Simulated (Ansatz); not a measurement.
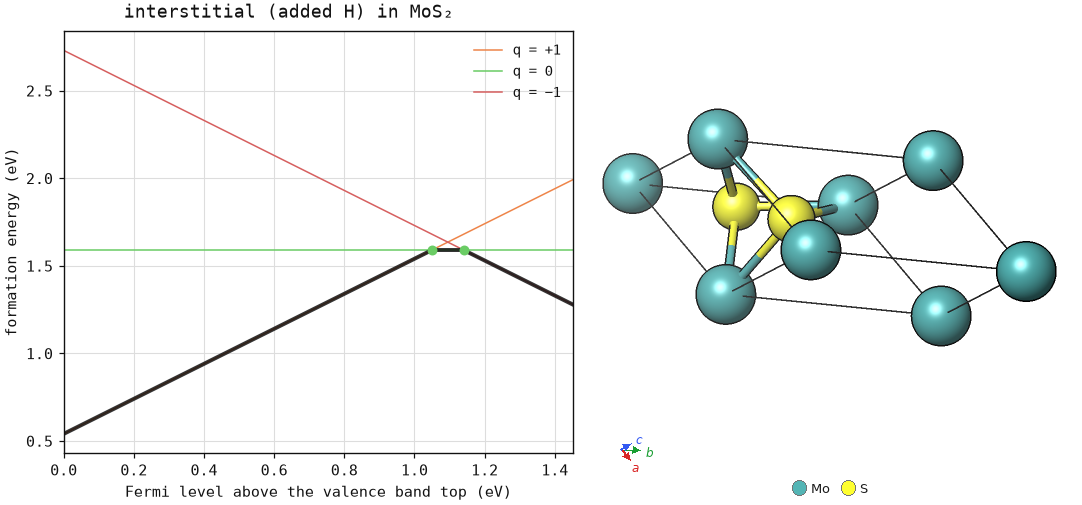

The plot gives the computed formation energy of each charge state against the Fermi level for interstitial (added H) in MoS₂. The thick line follows the lowest charge state; the axis spans the host's computed gap. The cell is drawn beside the plot.

Structure:
```
CELL_PARAMETERS angstrom
1.59260 0.91950 7.43830
-1.59260 0.91950 7.43830
0.00000 -1.83900 7.43830
ATOMIC_POSITIONS crystal
Mo 0.99980 0.99980 0.99980
S 0.40310 0.40310 0.40310
S 0.26310 0.26310 0.26310
```

Computed with Ansatz 0.2.0: charge states of a point defect in a periodic supercell, each relaxed, energies over the elements' standard states with the Fermi level at the host's valence band top, point-charge and potential alignment terms added, no band filling term, levels over that top; plane waves with PAW datasets; energies extrapolated to zero smearing. Level: PBE, allowed.

- host atoms in supercell: 39
- wave cutoff: 420 eV
- k mesh: 2×2×2
- occupations: Gaussian
- smearing width: 0.01 eV
- k shift: (0.5, 0.5, 0.5) (mesh steps)
- start displacement: 0.06 Å
- defect kind: interstitial
- added element: H
- defect place: (0.8125, 0.8438, 0.8438) (fraction of the host cell vector)
- host gap: 1.452 eV
- static dielectric xx yy zz: (12.87, 12.87, 3.27)

**Where do the charge transition levels lie?**

The stable charge changes at 1.05 eV (+1/0) and 1.14 eV (0/−1) above the valence band top.

**Which charge is stable in p-type, intrinsic and n-type conditions?**

The lowest state is +1 at the valence band top, +1 at mid-gap and −1 at the conduction band bottom, 1.45 eV higher.

**What is the formation energy at mid-gap?**

With the Fermi level at mid-gap the formation energy is 1.3 eV against the elements' standard states.

Limits of the calculation: a crossing between the sampled k points may be missed; charged cell in a neutralising background; coarse k mesh; random start near the defect, other minima possible; small supercell.
